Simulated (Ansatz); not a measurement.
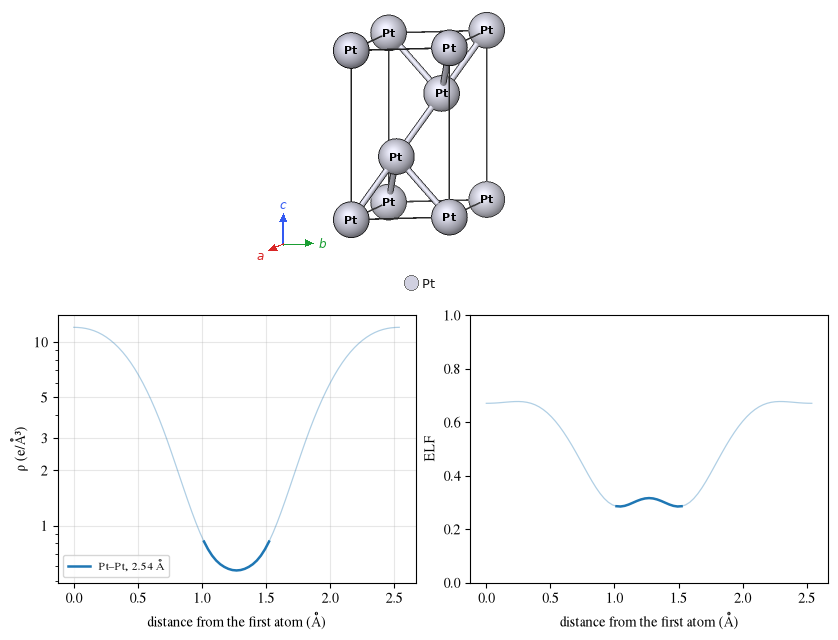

*Pt. Valence electron density and ELF along straight lines between neighbouring atoms. Thin, pale parts lie inside the atomic spheres. The structure is drawn too.*

Space group R-3m; computed pressure about 27 GPa in this cell.

These are results of DFT PBEsol, scalar-relativistic, plane waves, PAW in Ansatz, not measurements.

Core electrons are frozen (PAW), and the valence fields are smoothed inside the atomic spheres.

What can be read from the curves?

Answer. Pt–Pt (2.54 Å): ρ is about 0.57 e/Å³ halfway; the ELF is about 0.30 at the midpoint.
